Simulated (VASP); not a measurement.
## Geometry relaxation, with input and output: ZnO (part 1 of 2)

System: ZnO (P6₃mc, 4 atoms in the cell).
Method: Kohn-Sham DFT of a periodic cell, PBE, VASP PAW PBE potentials, recommended, no spin polarisation (VASP 6.6.1).

The structure derives from an entry of the Crystallography Open Database.

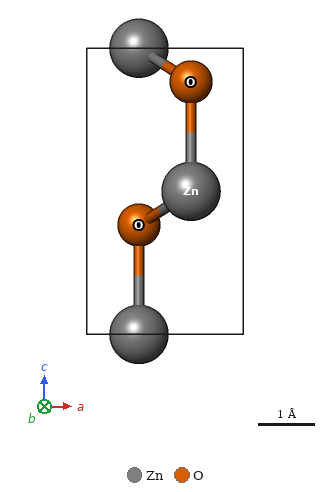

*The input geometry (ball-and-stick view of the cell of the calculation, along the b axis).*

Near neighbours in the crystal (not all of them lie inside the picture): Zn has 4 O at 1.97 to 1.98 Å; O has 4 Zn at 1.97 to 1.98 Å.

INCAR:
```
SYSTEM = ZnO
ALGO = Normal
EDIFF = 1E-8
EDIFFG = -5E-4
ENCUT = 520
GGA = PE
IBRION = 2
ISIF = 2
ISMEAR = 0
LASPH = .TRUE.
LCHARG = .FALSE.
LREAL = .FALSE.
LWAVE = .FALSE.
NELM = 60
NSW = 40
PREC = Accurate
SIGMA = 0.02
```

KPOINTS:
```
k-points
0
G
  8 8 5
  0 0 0
```

POSCAR:
```
ZnO
1.0
    3.2564196100      0.0000000000      0.0000000000
   -1.6282098000      2.8201421100      0.0000000000
    0.0000000000      0.0000000000      5.1675365900
Zn O
2 2
Direct
    0.3333333333      0.6666666667      0.0000000000
    0.6666666667      0.3333333333      0.5000000000
    0.3333333333      0.6666666667      0.3821000000
    0.6666666667      0.3333333333      0.8821000000
```

Machine: 1 thread of AMD EPYC (Zen 5), 176 GiB of memory available, shared host.

Launched with:
```bash
cat potpaw_PBE.64/Zn/POTCAR potpaw_PBE.64/O/POTCAR > POTCAR
mpirun -np 1 vasp_std > vasp.out
```

OSZICAR:
```
N       E                     dE             d eps       ncg     rms          rms(c)
DAV:   1     0.288724169809E+03    0.28872E+03   -0.18804E+04  1328   0.237E+03
DAV:   2     0.910193846734E+01   -0.27962E+03   -0.26987E+03  1434   0.442E+02
DAV:   3    -0.204968375383E+02   -0.29599E+02   -0.29346E+02  1548   0.155E+02
DAV:   4    -0.210521916116E+02   -0.55535E+00   -0.55495E+00  1464   0.226E+01
DAV:   5    -0.210564131074E+02   -0.42215E-02   -0.42212E-02  1500   0.187E+00    0.148E+01
DAV:   6    -0.176757095034E+02    0.33807E+01   -0.11784E+01  2258   0.725E+01    0.910E+00
DAV:   7    -0.178496704684E+02   -0.17396E+00   -0.26590E+00  1384   0.195E+01    0.540E+00
DAV:   8    -0.178729565906E+02   -0.23286E-01   -0.79183E-01  1998   0.913E+00    0.179E+00
DAV:   9    -0.178109715996E+02    0.61985E-01   -0.18227E-01  2112   0.786E+00    0.338E-01
DAV:  10    -0.178145400561E+02   -0.35685E-02   -0.56111E-02  1338   0.175E+00    0.158E-01
DAV:  11    -0.178144608960E+02    0.79160E-04   -0.18031E-03  1900   0.686E-01    0.411E-02
DAV:  12    -0.178145216730E+02   -0.60777E-04   -0.22907E-04  1886   0.355E-01    0.340E-02
DAV:  13    -0.178145149068E+02    0.67662E-05   -0.46507E-05  1768   0.160E-01    0.116E-02
DAV:  14    -0.178145162912E+02   -0.13845E-05   -0.18618E-05  1434   0.399E-02    0.481E-03
DAV:  15    -0.178145157736E+02    0.51762E-06   -0.14598E-06  1536   0.107E-02    0.129E-03
DAV:  16    -0.178145157002E+02    0.73378E-07   -0.10198E-07  1838   0.518E-03    0.120E-03
DAV:  17    -0.178145156873E+02    0.12969E-07   -0.19476E-08   708   0.276E-03    0.558E-04
DAV:  18    -0.178145156930E+02   -0.57316E-08   -0.88354E-09   672   0.939E-04
   1 F= -.17814516E+02 E0= -.17814516E+02  d E =-.178145E+02
       N       E                     dE             d eps       ncg     rms          rms(c)
DAV:   1    -0.178145740758E+02   -0.58389E-04   -0.16776E-01  1320   0.328E+00    0.844E-02
DAV:   2    -0.178149837315E+02   -0.40966E-03   -0.42251E-03  1434   0.572E-01    0.513E-02
DAV:   3    -0.178149757458E+02    0.79857E-05   -0.20575E-05  1500   0.479E-02    0.334E-02
DAV:   4    -0.178149715001E+02    0.42457E-05   -0.17838E-05  1518   0.522E-02    0.334E-03
DAV:   5    -0.178149719535E+02   -0.45338E-06   -0.66772E-06  1320   0.207E-02    0.311E-03
DAV:   6    -0.178149718442E+02    0.10925E-06   -0.10815E-07  1784   0.633E-03    0.130E-03
DAV:   7    -0.178149718389E+02    0.53706E-08   -0.77416E-08  1350   0.271E-03
   2 F= -.17814972E+02 E0= -.17814972E+02  d E =-.456146E-03
       N       E                     dE             d eps       ncg     rms          rms(c)
DAV:   1    -0.178149691928E+02    0.26515E-05   -0.22905E-02  1320   0.121E+00    0.310E-02
DAV:   2    -0.178150250087E+02   -0.55816E-04   -0.57573E-04  1434   0.211E-01    0.188E-02
DAV:   3    -0.178150239230E+02    0.10857E-05   -0.28299E-06  1500   0.184E-02    0.123E-02
DAV:   4    -0.178150232962E+02    0.62680E-06   -0.24347E-06  1512   0.192E-02    0.123E-03
DAV:   5    -0.178150233611E+02   -0.64859E-07   -0.91385E-07  1320   0.757E-03    0.121E-03
DAV:   6    -0.178150233386E+02    0.22490E-07   -0.15823E-08  1028   0.229E-03    0.462E-04
DAV:   7    -0.178150233415E+02   -0.29240E-08   -0.16355E-08   744   0.142E-03
   3 F= -.17815023E+02 E0= -.17815023E+02  d E =-.507649E-03
       N       E                     dE             d eps       ncg     rms          rms(c)
DAV:   1    -0.178150195945E+02    0.37442E-05   -0.35264E-03  1320   0.475E-01    0.121E-02
DAV:   2    -0.178150281686E+02   -0.85741E-05   -0.88441E-05  1434   0.828E-02    0.738E-03
DAV:   3    -0.178150279986E+02    0.16999E-06   -0.43550E-07  1500   0.736E-03    0.481E-03
DAV:   4    -0.178150278830E+02    0.11560E-06   -0.37839E-07  1512   0.757E-03    0.484E-04
DAV:   5    -0.178150278931E+02   -0.10055E-07   -0.14188E-07  1320   0.297E-03    0.481E-04
DAV:   6    -0.178150278880E+02    0.50568E-08   -0.23587E-09   672   0.884E-04
   4 F= -.17815028E+02 E0= -.17815028E+02  d E =-.512195E-03
```

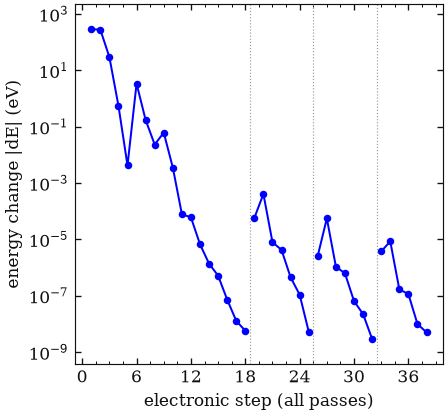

*Convergence of the self-consistent field: energy change |dE| against the electronic step. Each stretch between dotted lines is the SCF of one geometry step of a relaxation.*

The 4 ionic steps take 6 to 18 electronic steps each. The density is held fixed in the first few steps, and dE rises again when its update begins.

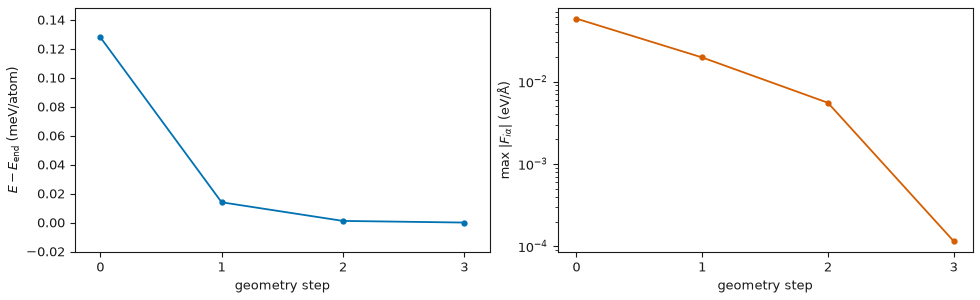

*Progress of the relaxation, step by step (steps are counted from 0).*

After 3 geometry steps the energy has fallen by 0.1 meV per atom. Largest force component: 0.058 eV/Å at the start, 0.00012 eV/Å at the end. The largest moves, 0.004 Å, are those of Zn1, Zn2, O3 and O4. By element the largest moves are O 0.004 Å, Zn 0.004 Å. The cell doesn't change. Distances before and after: Zn1–O3 1.975 → 1.983 Å. The space group stays P6_3mc (No. 186). (Atoms are counted from 1 in the order of the input.)

Parts of OUTCAR:
```
SYSTEM = ZnO
   EDIFF = 1E-8
   EDIFFG = -5E-4
   ENCUT = 520
   GGA = PE
   IBRION = 2
   ISIF = 2
   ISMEAR = 0
   LASPH = .TRUE.
   LREAL = .FALSE.
   NELM = 60
   NSW = 40
   PREC = Accurate

 ion  position               nearest neighbor table
   1  0.333  0.667  0.000-   3 1.97   4 1.98   4 1.98   4 1.98
   2  0.667  0.333  0.500-   4 1.97   3 1.98   3 1.98   3 1.98
   3  0.333  0.667  0.382-   1 1.97   2 1.98   2 1.98   2 1.98
   4  0.667  0.333  0.882-   2 1.97   1 1.98   1 1.98   1 1.98

  LATTYP: Found a hexagonal cell.
 ALAT       =     3.2564196100
 C/A-ratio  =     1.5868767570

  Lattice vectors:

 A1 = (   3.2564196100,   0.0000000000,   0.0000000000)
 A2 = (  -1.6282098000,   2.8201421100,   0.0000000000)
 A3 = (   0.0000000000,   0.0000000000,   5.1675365900)

Analysis of symmetry for initial positions (statically):
=====================================================================
 Subroutine PRICEL returns:
 Original cell was already a primitive cell.

 Routine SETGRP: Setting up the symmetry group for a
 hexagonal supercell.

 Subroutine GETGRP returns: Found 12 space group operations
 (whereof  6 operations were pure point group operations)
 out of a pool of 24 trial point group operations.

The static configuration has the point symmetry C_3v.
 The point group associated with its full space group is C_6v.

Analysis of symmetry for dynamics (positions and initial velocities):
=====================================================================
 Subroutine PRICEL returns:
 Original cell was already a primitive cell.

 Routine SETGRP: Setting up the symmetry group for a
 hexagonal supercell.

 Subroutine GETGRP returns: Found 12 space group operations
 (whereof  6 operations were pure point group operations)
 out of a pool of 24 trial point group operations.

The dynamic configuration has the point symmetry C_3v.
 The point group associated with its full space group is C_6v.

 Subroutine INISYM returns: Found 12 space group operations
 (whereof  6 operations are pure point group operations),
 and found     1 'primitive' translations

----------------------------------------------------------------------------------------

                                     Primitive cell

  volume of cell :      47.4564

  direct lattice vectors                    reciprocal lattice vectors
     3.256419610  0.000000000  0.000000000     0.307085732  0.177296029  0.000000000
    -1.628209800  2.820142110  0.000000000     0.000000000  0.354592060  0.000000000
     0.000000000  0.000000000  5.167536590     0.000000000  0.000000000  0.193515804

  length of vectors
     3.256419610  3.256419610  5.167536590     0.354592060  0.354592060  0.193515804

  position of ions in fractional coordinates (direct lattice)
     0.333333333  0.666666667  0.000000000
     0.666666667  0.333333333  0.500000000
     0.333333333  0.666666667  0.382100000
     0.666666667  0.333333333  0.882100000

  ion indices of the primitive-cell ions
   primitive index   ion index
                 1           1
                 2           2
                 3           3
                 4           4

----------------------------------------------------------------------------------------

 KPOINTS: k-points

Automatic generation of k-mesh.
 Grid dimensions read from file:
 generate k-points for:    8    8    5

 Generating k-lattice:

  Cartesian coordinates                     Fractional coordinates (reciprocal lattice)
     0.038385717  0.022162004  0.000000000     0.125000000 -0.000000000  0.000000000
     0.000000000  0.044324007  0.000000000     0.000000000  0.125000000  0.000000000
     0.000000000  0.000000000  0.038703161     0.000000000  0.000000000  0.200000000

  Length of vectors
     0.044324007  0.044324007  0.038703161

  Shift w.r.t. Gamma in fractional coordinates (k-lattice)
     0.000000000  0.000000000  0.000000000

 Subroutine IBZKPT returns following result:
 ===========================================

 Found     30 irreducible k-points:

 Following reciprocal coordinates:
            Coordinates               Weight
  0.000000  0.000000  0.000000      1.000000
  0.125000 -0.000000  0.000000      6.000000
  0.250000 -0.000000  0.000000      6.000000
  0.375000 -0.000000  0.000000      6.000000
  0.500000 -0.000000  0.000000      3.000000
  0.125000  0.125000  0.000000      6.000000
  0.250000  0.125000  0.000000     12.000000
  0.375000  0.125000  0.000000     12.000000
  0.250000  0.250000  0.000000      6.000000
  0.375000  0.250000  0.000000      6.000000
  0.000000  0.000000  0.200000      2.000000
  0.125000 -0.000000  0.200000     12.000000
  0.250000 -0.000000  0.200000     12.000000
  0.375000 -0.000000  0.200000     12.000000
  0.500000 -0.000000  0.200000      6.000000
  0.125000  0.125000  0.200000     12.000000
  0.250000  0.125000  0.200000     24.000000
  0.375000  0.125000  0.200000     24.000000
  0.250000  0.250000  0.200000     12.000000
  0.375000  0.250000  0.200000     12.000000
  0.000000  0.000000  0.400000      2.000000
  0.125000 -0.000000  0.400000     12.000000
  0.250000 -0.000000  0.400000     12.000000
  0.375000 -0.000000  0.400000     12.000000
 [... further k-points ...]
   k-points           NKPTS =     30   k-points in BZ     NKDIM =     30   number of bands    NBANDS=     22
   number of dos      NEDOS =    301   number of ions     NIONS =      4
   total plane-waves  NPLWV =  23040
   dimension x,y,z NGX =    24 NGY =   24 NGZ =   40
   dimension x,y,z NGXF=    48 NGYF=   48 NGZF=   80
   ions per type =               2   2
   NGX,Y,Z   is equivalent  to a cutoff of  12.25, 12.25, 12.87 a.u.
   NGXF,Y,Z  is equivalent  to a cutoff of  24.50, 24.50, 25.74 a.u.
 SYSTEM =  ZnO
   PREC   = accura    normal or accurate (medium, high low for compatibility)
   ISTART =      0    job   : 0-new  1-cont  2-samecut
   ICHARG =      2    charge: 1-file 2-atom 10-const
   ISPIN  =      1    spin polarized calculation?
   LNONCOLLINEAR =      F non collinear calculations
   LSORBIT =      F    spin-orbit coupling
   LASPH  =      T    aspherical Exc in radial PAW
   ENCUT  =  520.0 eV  38.22 Ry    6.18 a.u.   6.05  6.05  9.61*2*pi/ulx,y,z
   NELM   =     60;   NELMIN=  2; NELMDL= -5     # of ELM steps
   EDIFF  = 0.1E-07   stopping-criterion for ELM
   LREAL  =      F    real-space projection
   EDIFFG = -.5E-03   stopping-criterion for IOM
   NSW    =     40    number of steps for IOM
   IBRION =      2    ionic relax: 0-MD 1-quasi-New 2-CG
   NFREE  =      1    steps in history (QN), initial steepest desc. (CG)
   ISIF   =      2    stress and relaxation
   ISYM   =      2    0-nonsym 1-usesym 2-fastsym
   POTIM  = 0.5000    time-step for ionic-motion
   TEBEG  =    0.0;   TEEND  =   0.0 temperature during run
   PSTRESS=    0.0 pullay stress
   NELECT =      36.0000    total number of electrons
   NUPDOWN=      -1.0000    fix difference up-down
   EMIN   =  10.00;   EMAX   =-10.00  energy-range for DOS
   EFERMI =   0.00;   METHOD = LEGACY
   ISMEAR =     0;   SIGMA  =   0.02  broadening in eV -4-tet -1-fermi 0-gaus
   EFERMI_NEDOS =   21; number of points for ismear=-14 and -15
   IALGO  =     38    algorithm
   IMIX   =      4    mixing-type and parameters
     AMIX     =   0.40;   BMIX     =  1.00
     AMIX_MAG =   1.60;   BMIX_MAG =  1.00
  volume/ion in A,a.u.               =      11.86        80.06
  Fermi-wavevector in a.u.,A,eV,Ry     =   1.493060  2.821475 30.330504  2.229229
  Thomas-Fermi vector in A             =   2.605509
   LORBIT       =      0    0 simple, 1 ext, 2 COOP (PROOUT), +10 PAW based schemes
   GGA     = PE    functional components
   LHFCALC =     F    Hartree Fock is set to
   AEXX    =    0.0000 exact exchange contribution
   IVDW    =     0    specifies the selected vdW correction
   LEPSILON=     F    determine dielectric tensor
   LRPA    =     F    only Hartree local field effects (RPA)
 conjugate gradient relaxation of ions
 non-spin polarized calculation
 Gauss-broadening in eV      SIGMA  =   0.02
  energy-cutoff  :      520.00
  volume of cell :       47.46
 maximum number of plane-waves:      1293
   NGX = 13   NGY = 13   NGZ = 19

--------------------------------------- Ionic step        1  -------------------------------------------

 number of electron      36.0000013 magnetization

 Free energy of the ion-electron system (eV)
  ---------------------------------------------------
  ext. energy  EPLUGINS =         0.00000000
  ---------------------------------------------------
  free energy    TOTEN  =       -17.81451569 eV

  energy without entropy =      -17.81451569  energy(sigma->0) =      -17.81451569

------------------------ aborting loop because EDIFF is reached ----------------------------------------

  FORCE on cell =-STRESS in cart. coord.  units (eV):
  Direction    XX          YY          ZZ          XY          YZ          ZX
  --------------------------------------------------------------------------------------
  -------------------------------------------------------------------------------------
  Total        1.6585625      1.6585625      2.3739928      0.0000000      0.0000000      0.0000000
  in kB       55.9947744     55.9947745     80.1484384      0.0000001      0.0000000      0.0000000
  external PRESSURE =      64.0459957 kB  Pullay stress =       0.0000000 kB

 VOLUME and BASIS-vectors are now :
```
